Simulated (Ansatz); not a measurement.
# A series of single points on MoTe₂

System: MoTe₂ (P6₃/mmc, 6 atoms in the cell).
Method: Kohn-Sham DFT of a periodic cell, PBEsol, spin-orbit coupling, Ansatz PAW, no spin polarisation (Ansatz 0.2.0).

The 6 runs differ only in the geometry, by an even scaling of the cell at fixed fractional positions. The structure derives from an entry of the Crystallography Open Database.

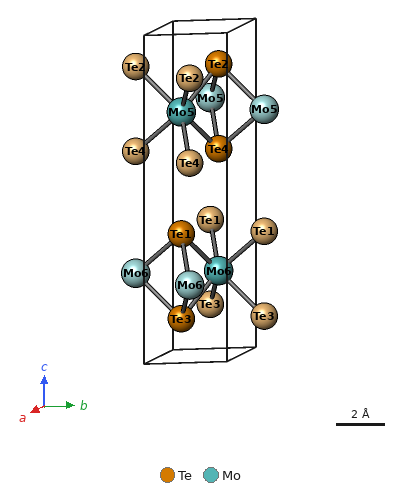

Figure 1. The structure of run 4 (ball-and-stick view of the cell of the calculation, seen slightly off an axis; neighbours outside the cell are drawn fainter; atoms are numbered from 1 in the order of the input).

## Input of run 4
```yaml
crystal:
  lattice:
    - [3.5415000168, 0.0, 0.0]
    - [-1.7707500084, 3.067028982, 0.0]
    - [0.0, 0.0, 14.0661430943]
  atoms:
    - { symbol: Te, position: [0.6666666667, 0.3333333333, 0.379] }
    - { symbol: Te, position: [0.3333333333, 0.6666666667, 0.879] }
    - { symbol: Te, position: [0.6666666667, 0.3333333333, 0.121] }
    - { symbol: Te, position: [0.3333333333, 0.6666666667, 0.621] }
    - { symbol: Mo, position: [0.6666666667, 0.3333333333, 0.75] }
    - { symbol: Mo, position: [0.3333333333, 0.6666666667, 0.25] }
hamiltonian:
  xc: pbesol
  pseudopotentials: { kind: paw_fr }
magnetization:
  noncollinear: true
  spin_orbit: true
kpoints:
  mp_grid: { grid: [9, 9, 2] }
scf:
  occupations: { method: fermi_dirac, width: 0.05 }
output:
  forces: true
  stress: true
  eigenvalues: true
```

Command:
```bash
ansatz run input.yaml --threads 2 --pin off --max-ram 5120MiB --backend cpu --events-out ev --progress --plain --runs-dir out
```

Run 5 differs from it as follows:
```diff
-    - [3.5415000168, 0.0, 0.0]
-    - [-1.7707500084, 3.067028982, 0.0]
-    - [0.0, 0.0, 14.0661430943]
+    - [3.5644974145, 0.0, 0.0]
+    - [-1.7822487073, 3.0869453127, 0.0]
+    - [0.0, 0.0, 14.1574842452]
```

## Results, with one run withheld

```csv
run,volume per atom (Å³),"free energy per atom, from the lowest run given (meV)",pressure (GPa),gap on the mesh (eV)
1,23.467,21.67,6.06,0.70
2,24.466,0.02,1.08,0.73
3,24.965,0.00,−1.02,0.74
4,25.464,6.17,−2.90,0.75
5,25.963,?,?,?
6,26.463,34.51,−6.07,0.76
```

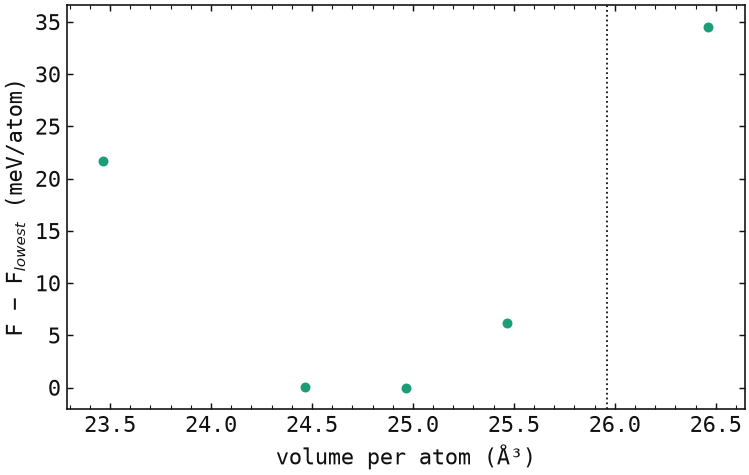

Figure 2. Free energy per atom of the runs given; the dotted line marks run 5.

Estimate the energy of run 5 from the others.

A cubic polynomial in V^(−2/3) (the Birch–Murnaghan form), fitted to the 5 runs given, misses them by under 0.01 meV per atom. With x = V^(−2/3) − 0.11717 Å⁻², it reads F = −0.18829 − 1787.4 x + 1.2911e+06 x² + 3.2543e+06 x³ (meV per atom). At run 5 it gives 17.85 meV per atom, and the run itself gives 17.87. The slope of the fit gives a pressure −dF/dV of −4.57 GPa there, and the run prints −4.58 GPa. The fit has its minimum at 24.714 Å³ per atom, where V d²F/dV² gives 104 GPa. Cell shape and fractional positions are held, so this is the stiffness under even scaling; the relaxed bulk modulus wasn't computed and can be far lower in a crystal of layers, chains or molecules like this one. The gap on the mesh lies between 0.70 eV (run 1) and 0.76 eV (run 5); run 5 has 0.76 eV. These are gaps of this functional on this mesh, which can miss the band edges; they aren't the measured gap.

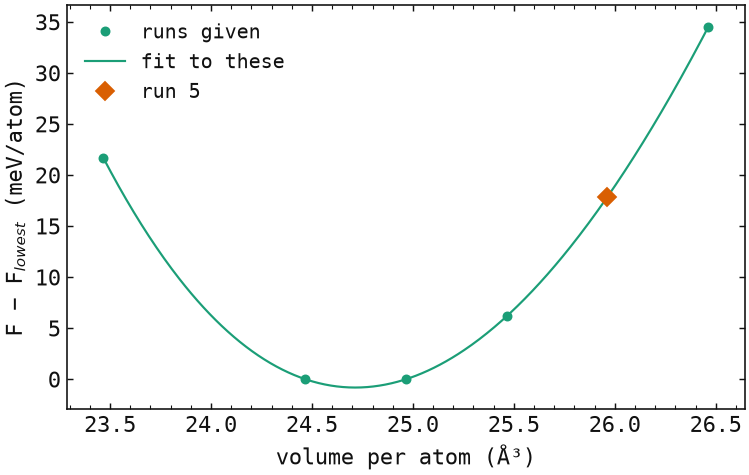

Figure 3. The fit and the withheld run.

## Output, shortened to warnings, some set-up lines, iterations and results (run 5)
```
Basis set: ecut = 420 eV, 2981 PW (Γ), exchange–correlation on 48×48×192 points (8 copies of the dense FFT grid, shifted against one another)
Symmetry: 24 space group operations + 24 with time reversal
k-points: 24 of 162
Initial density: superposition of atomic densities (chi_scale 0.1, normalization cell, long waves kept (reshape's long-wave potential 0.01 eV rms))
[...]
SCF iter   1: F=—  HF=-37417.333767 eV  |F-HF|=—  |Δ(HF+E_count)|=         —  Δρ=5.85e-2  dr2=8.19e0  dr2_m=0.00e0 (ungated)  ethr=3.10e-3  |M|=0.00e0 ∫|m|=0.00e0 μB  …
SCF iter   2: F=—  HF=-37415.969961 eV  |F-HF|=—  |Δ(HF+E_count)|=    1.36e0  Δρ=2.63e-2  dr2=1.57e0  dr2_m=0.00e0 (ungated)  ethr=3.10e-3  |M|=0.00e0 ∫|m|=0.00e0 μB  …
SCF iter   3: F=—  HF=-37415.658590 eV  |F-HF|=—  |Δ(HF+E_count)|=   3.11e-1  Δρ=1.50e-2  dr2=6.69e-1  dr2_m=0.00e0 (ungated)  ethr=1.71e-3  |M|=0.00e0 ∫|m|=0.00e0 μB  …
SCF iter   4: F=—  HF=-37415.497670 eV  |F-HF|=—  |Δ(HF+E_count)|=   1.61e-1  Δρ=3.30e-3  dr2=2.24e-2  dr2_m=0.00e0 (ungated)  ethr=7.27e-4  |M|=0.00e0 ∫|m|=0.00e0 μB  …
SCF iter   5: F=—  HF=-37415.493237 eV  |F-HF|=—  |Δ(HF+E_count)|=   4.43e-3  Δρ=6.40e-4  dr2=1.27e-3  dr2_m=0.00e0 (ungated)  ethr=2.44e-5  |M|=0.00e0 ∫|m|=0.00e0 μB  …
SCF iter   6: F=—  HF=-37415.493426 eV  |F-HF|=—  |Δ(HF+E_count)|=   1.89e-4  Δρ=1.60e-4  dr2=1.17e-4  dr2_m=0.00e0 (ungated)  ethr=1.38e-6  |M|=0.00e0 ∫|m|=0.00e0 μB  …
SCF iter   7: F=—  HF=-37415.493466 eV  |F-HF|=—  |Δ(HF+E_count)|=   4.06e-5  Δρ=5.34e-5  dr2=1.00e-5  dr2_m=0.00e0 (ungated)  ethr=1.28e-7  |M|=0.00e0 ∫|m|=0.00e0 μB  …
SCF iter   8: F=—  HF=-37415.493564 eV  |F-HF|=—  |Δ(HF+E_count)|=   9.76e-5  Δρ=1.75e-5  dr2=7.50e-7  dr2_m=0.00e0 (ungated)  ethr=1.09e-8  |M|=0.00e0 ∫|m|=0.00e0 μB  …
SCF iter   9: F=-37415.493564 eV  HF=-37415.493564 eV  |F-HF|=4.87e-9  |Δ(HF+E_count)|=   3.17e-7  Δρ=4.64e-6  dr2=4.15e-8  dr2_m=0.00e0 (ungated)  ethr=1.09e-10  |M|=0.00e0 …
SCF 1 converged in 9 iterations: F = -37415.493564 eV  dr2 = 4.15e-8
SCF converged after 9 iterations
Magnetization: |M| = 0.0000 μB,  M = (+0.0000, +0.0000, +0.0000) μB
Absolute magnetization: 0.0000 μB (∫|m|)
  site 0: m = (+0.0000, +0.0000, +0.0000) μB, |m| = 0.0000 μB  (R = 1.13 Å)
  site 1: m = (+0.0000, +0.0000, +0.0000) μB, |m| = 0.0000 μB  (R = 1.13 Å)
  site 2: m = (+0.0000, +0.0000, +0.0000) μB, |m| = 0.0000 μB  (R = 1.13 Å)
  site 3: m = (+0.0000, +0.0000, +0.0000) μB, |m| = 0.0000 μB  (R = 1.13 Å)
  site 4: m = (+0.0000, +0.0000, +0.0000) μB, |m| = 0.0000 μB  (R = 1.13 Å)
  site 5: m = (+0.0000, +0.0000, +0.0000) μB, |m| = 0.0000 μB  (R = 1.13 Å)
Free energy (F): -37415.493564 eV
Harris-Foulkes:  -37415.493564 eV  (|F-HF|=4.87e-9)
Internal energy: -37415.493526 eV  (E = F + TS)
E sigma→0 (E₀):  -37415.493545 eV
Entropy (-TS):   -0.000038 eV (-0.006 meV/atom)
Fermi energy:    12.033632 eV
--- Per-component energies (eV) ---
  E_band       = -1209.185237
  E_kinetic    = 1605.856014
  E_local      = -7589.163014  (includes V_loc(G=0)·N_el)
  E_nonlocal   = -938.468738
  E_hartree    = 4200.198128
  E_xc         = -858.383070
  E_vxc        = -873.529759  (∫ρ·V_xc dr)
  E_paw        = -24641.853687  (= ΣΔE_a)
  E_vpaw       = -1814.269105  (= ΣTr[D̂ρ^β])
  E_aug_tail   = -0.000703  (compensation charges beyond the density's cutoff)
  E_ewald      = -9195.612833
  E_core_change = 1.934376  (= ΣΔE_core)
  E_smearing   = -0.000038  (= −TS)
  E_closure    = 0.000000  (closes the sum)
  Σ components = -37415.493564   (vs F -37415.493564, Δ=0.00e0)
--- Forces (eV/Å), atoms counted from 1 ---
  atom   1  Te    -0.00000000    -0.00000000    -0.58153781
  atom   2  Te     0.00000000     0.00000000    -0.58153781
  atom   3  Te    -0.00000000    -0.00000000     0.58153781
  atom   4  Te     0.00000000     0.00000000     0.58153781
  atom   5  Mo    -0.00000000    -0.00000000     0.00000000
  atom   6  Mo     0.00000000     0.00000000     0.00000000
  max |Σ_I F_I| component: 1.04e-17 eV/Å
--- Stress (GPa, compression-positive) ---
       -4.478099      -0.000000       0.000000
       -0.000000      -4.478099       0.000000
        0.000000       0.000000      -4.774132
  P = ⅓ Tr σ = -4.5768 GPa (-45.768 kbar)
```
